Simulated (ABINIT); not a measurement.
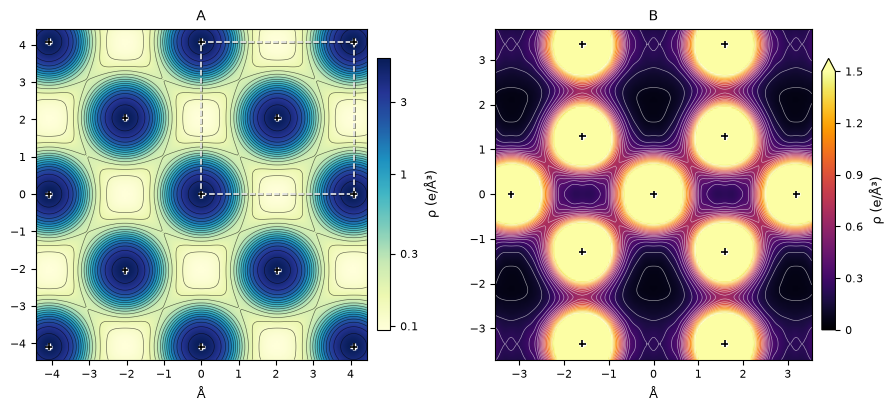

The valence charge density (pseudo) of 2 systems, each on a plane through atoms (crosses mark nuclei in the plane).

Level of theory: ABINIT, Kohn-Sham DFT of a periodic cell, PBEsol, JTH PAW PBE v2.0.

System 1: Ag, the (010) plane of the conventional cell. Space group Fm-3m; computed pressure about −3 GPa in this cell.

```cif
data_structure
_symmetry_space_group_name_H-M 'P 1'
_symmetry_Int_Tables_number 1
_cell_length_a 4.0855
_cell_length_b 4.0855
_cell_length_c 4.0855
_cell_angle_alpha 90.000
_cell_angle_beta 90.000
_cell_angle_gamma 90.000
_cell_volume 68.19
loop_
_atom_site_label
_atom_site_type_symbol
_atom_site_fract_x
_atom_site_fract_y
_atom_site_fract_z
_atom_site_occupancy
Ag1 Ag 0.00000 0.00000 0.00000 1
Ag2 Ag 0.50000 0.50000 0.00000 1
Ag3 Ag 0.50000 0.00000 0.50000 1
Ag4 Ag 0.00000 0.50000 0.50000 1
```

System 2: SnO₂, the (11̄0) plane of the conventional cell. Space group P4₂/mnm; computed pressure about 3 GPa in this cell.

```xyz
6
Lattice="4.7380 0.0000 0.0000 0.0000 4.7380 0.0000 0.0000 0.0000 3.1865" Properties=species:S:1:pos:R:3 pbc="T T T"
Sn    2.3690    2.3690    1.5933
Sn    0.0000    0.0000    0.0000
O     3.8240    0.9140    1.5933
O     3.2830    3.2830    0.0000
O     0.9140    3.8240    1.5933
O     1.4550    1.4550    0.0000
```

> Which map belongs to which system?

Panel A is system 1, Ag: the plane holds Ag. Ag–Ag (2.89 Å): ρ at the midpoint is about 0.22 e/Å³. Panel B is system 2, SnO₂: the plane holds Sn and O. Sn–O (2.05 Å): the density is about 0.68 e/Å³ at the midpoint.
